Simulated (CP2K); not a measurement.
## ZnS: 6 runs along one coordinate

System: ZnS (F-43m, 2 atoms in the cell).
Method: Kohn-Sham DFT of a periodic cell, PBE, GTH-PBE with UZH-TZVP basis, no spin polarisation (CP2K 2026.2).

The 6 runs differ only in the geometry, by an even scaling of the cell at fixed fractional positions. The structure derives from an entry of the Crystallography Open Database.

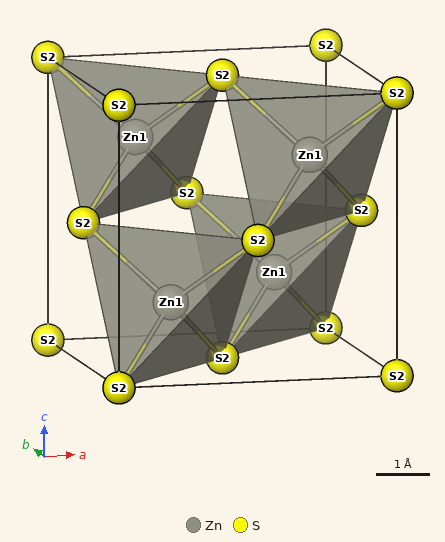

Figure 1. The structure of run 4 (polyhedral view of the cell 4 times as large as that of the calculation, set on its symmetry axes, seen slightly off an axis; polyhedra are completed across the faces of the cell; atoms are numbered from 1 in the order of the input).

## Input of run 4
```
&GLOBAL
  PROJECT zns_eos
  RUN_TYPE ENERGY_FORCE
  PRINT_LEVEL LOW
&END GLOBAL
&FORCE_EVAL
  METHOD QS
  STRESS_TENSOR ANALYTICAL
  &DFT
    BASIS_SET_FILE_NAME BASIS_MOLOPT_UZH
    POTENTIAL_FILE_NAME POTENTIAL_UZH
    WFN_RESTART_FILE_NAME previous-RESTART.kp
    &MGRID
      CUTOFF 450
      REL_CUTOFF 60
      NGRIDS 5
    &END MGRID
    &QS
      METHOD GPW
      EPS_DEFAULT 1.0E-10
    &END QS
    &KPOINTS
      SCHEME MONKHORST-PACK 9 9 9
      GAMMA_CENTERED T
      SYMMETRY T
      SYMMETRY_BACKEND SPGLIB
    &END KPOINTS
    &SCF
      SCF_GUESS RESTART
      EPS_SCF 1.0E-6
      MAX_SCF 100
      ADDED_MOS 10
      CHOLESKY OFF
      EPS_EIGVAL 1.0E-7
      &DIAGONALIZATION ON
        ALGORITHM STANDARD
      &END DIAGONALIZATION
      &MIXING ON
        METHOD BROYDEN_MIXING
        ALPHA 0.4
        BETA 1.5
        NBUFFER 8
      &END MIXING
      &SMEAR ON
        METHOD FERMI_DIRAC
        ELECTRONIC_TEMPERATURE [K] 580.226
      &END SMEAR
    &END SCF
    &XC
      &XC_FUNCTIONAL PBE
      &END XC_FUNCTIONAL
    &END XC
    &PRINT
      &KPOINTS ON
      &END KPOINTS
      &MULLIKEN ON
      &END MULLIKEN
      &MO ON
        ENERGIES T
        OCCUPATION_NUMBERS T
        &EACH
          QS_SCF 0
        &END EACH
        ADD_LAST NUMERIC
      &END MO
    &END PRINT
  &END DFT
  &SUBSYS
    &CELL
      A 3.8465117767 0.0000000000 0.0000000000
      B 1.9232558884 3.3311769146 0.0000000000
      C 1.9232558884 1.1103923048 3.1406637142
      PERIODIC XYZ
    &END CELL
    &COORD
      Zn  5.7697676651 3.3311769145 2.3554977856
      S   0.0000000000 0.0000000000 0.0000000000
    &END COORD
    &KIND Zn
      BASIS_SET TZVP-MOLOPT-PBE-GTH-q12
      POTENTIAL GTH-PBE-q12
    &END KIND
    &KIND S
      BASIS_SET TZVP-MOLOPT-PBE-GTH-q6
      POTENTIAL GTH-PBE-q6
    &END KIND
    &PRINT
      &ATOMIC_COORDINATES ON
      &END ATOMIC_COORDINATES
      &CELL ON
      &END CELL
      &SYMMETRY ON
      &END SYMMETRY
    &END PRINT
  &END SUBSYS
  &PRINT
    &FORCES ON
    &END FORCES
    &STRESS_TENSOR ON
    &END STRESS_TENSOR
  &END PRINT
&END FORCE_EVAL
```

Command:
```bash
OMP_NUM_THREADS=1 cp2k.psmp -i zns_eos.inp -o zns_eos.out
```

Lattice vectors (Å) and fractional positions of run 4:
```
   3.846512    0.000000    0.000000
   1.923256    3.331177    0.000000
   1.923256    1.110392    3.140664
Zn  0.750000  0.750000  0.750000
S   0.000000  0.000000  0.000000
```

Run 5 differs from it as follows:
```diff
-      A 3.8465117767 0.0000000000 0.0000000000
-      B 1.9232558884 3.3311769146 0.0000000000
-      C 1.9232558884 1.1103923048 3.1406637142
+      A 3.8714898258 0.0000000000 0.0000000000
+      B 1.9357449129 3.3528085396 0.0000000000
+      C 1.9357449129 1.1176028465 3.1610582059
-      Zn  5.7697676651 3.3311769145 2.3554977856
+      Zn  5.8072347387 3.3528085396 2.3707936544
```

## Results, with one run withheld

```tsv
run	volume per atom (Å³)	free energy per atom, from the lowest run given (meV)	pressure (GPa)	gap on the mesh (eV)
1	18.543	36.68	7.62	2.35
2	18.938	21.54	5.55	2.25
3	19.332	10.19	3.70	2.16
4	20.121	0.00	0.55	1.99
5	20.516	?	?	?
6	20.910	3.79	−2.00	1.83
```

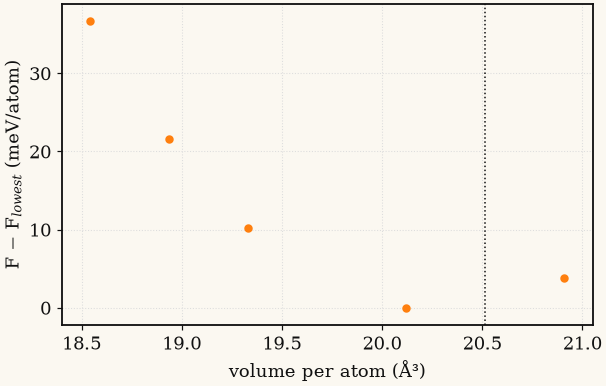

Figure 2. Free energy per atom of the runs given; the dotted line marks run 5.

Estimate the energy of run 5 from the others.

A cubic polynomial in V^(−2/3) (the Birch–Murnaghan form), fitted to the 5 runs given, misses them by at most 0.14 meV per atom. With x = V^(−2/3) − 0.13785 Å⁻², it reads F = 6.1438 + 3761.7 x + 5.2929e+05 x² − 4.0622e+06 x³ (meV per atom). At run 5 it gives 0.20 meV per atom, and the run itself gives 0.33. The slope of the fit gives a pressure −dF/dV of −0.80 GPa there, and the run prints −0.79 GPa. The fit has its minimum at 20.289 Å³ per atom, where V d²F/dV² gives 72.4 GPa: the bulk modulus at this level, since symmetry fixes the shape and the positions. The gap on the mesh goes, without turning, from 2.35 eV in run 1 to 1.83 eV in run 6; run 5 has 1.91 eV. These are gaps of this functional on this mesh, which can miss the band edges; they aren't the measured gap.

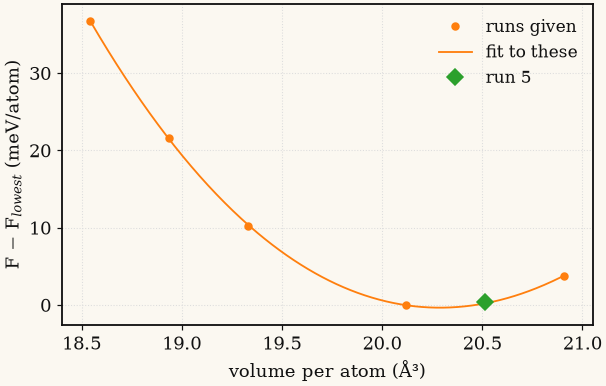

Figure 3. The fit and the withheld run.

## Some lines of the output (run 5)
```
[...]
  Total energy (extrapolated to T->0):                        -70.84025211594567
 MO| E(Fermi):            0.140172 a.u.          3.814262 eV
 MO| Band gap:            0.176928 a.u.          4.814445 eV
 MO| Band gap:            0.212028 a.u.          5.769576 eV
 MO| Band gap:            0.213379 a.u.          5.806351 eV
 MO| Band gap:            0.205958 a.u.          5.604414 eV
 MO| Band gap:            0.212137 a.u.          5.772545 eV
 MO| Band gap:            0.216304 a.u.          5.885933 eV
 MO| Band gap:            0.211217 a.u.          5.747509 eV
 MO| Band gap:            0.173527 a.u.          4.721920 eV
 MO| Band gap:            0.204177 a.u.          5.555947 eV
 MO| Band gap:            0.229622 a.u.          6.248327 eV
 MO| Band gap:            0.235567 a.u.          6.410105 eV
 MO| Band gap:            0.246430 a.u.          6.705699 eV
```
